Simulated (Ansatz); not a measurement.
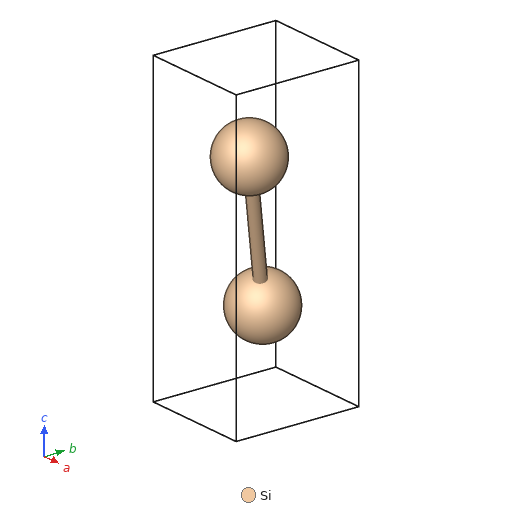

System: Si, space group P6_3/mmc (No. 194). The picture shows the cell.

Starting cell:
```
CELL_PARAMETERS angstrom
2.65107 0.00000 0.00000
-1.32553 2.29589 0.00000
0.00000 0.00000 4.54174
ATOMIC_POSITIONS crystal
Si 0.33333 0.66667 0.25000
Si 0.66667 0.33333 0.75000
```

Displacement pattern for amplitude 1 (x, y, z for each atom, in the order of the cell):
| atom | x | y | z |
| --- | --- | --- | --- |
| Si1 | 0.00 | 0.00 | 1.00 |
| Si2 | 0.00 | 0.00 | −1.00 |

Method: a normal mode of the cell frozen into a crystal at growing amplitude, by plane-wave density functional theory with PAW datasets, free energies less that of the undisturbed cell; scalar-relativistic (Ansatz 0.2.0). Level: LDA, no spin polarisation.

- wave cutoff: 420 eV
- k mesh: 24×24×14
- occupations: Gaussian
- smearing width: 0.15 eV
- k shift: (0, 0, 0) (mesh steps)
- start: relaxed

The points at mode amplitude −0.15, −0.05, 0.1 and 0.2 follow from computed ones by symmetry.

Describe the result: the energy change and force along the mode against mode amplitude. The mode amplitude takes the values −0.200, −0.150, −0.100, −0.050, 0.000, 0.025, 0.050, 0.075, 0.100, 0.125, 0.150, 0.175, 0.200 Å.

The energy rises on both sides of the starting structure, which is therefore a minimum along this path. The energy change is 349.4 meV/cell at mode amplitude −0.200 Å and 349.4 meV/cell at 0.200 Å; the lowest computed point is at mode amplitude 0.000 Å (0.0 meV/cell), in a single well. The force along the mode falls from 4.20 eV/Å at mode amplitude −0.200 Å to −4.20 eV/Å at 0.200 Å, and changes sign near 0.000 Å. The phonon wavenumber is 266 cm⁻¹.

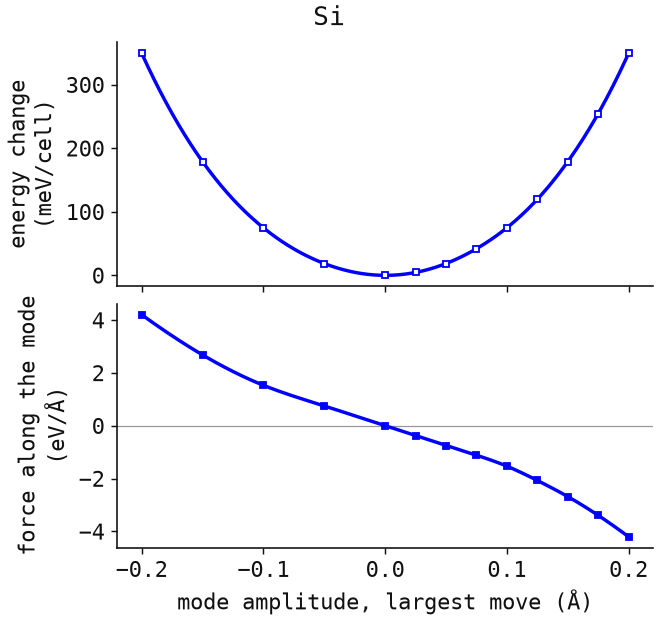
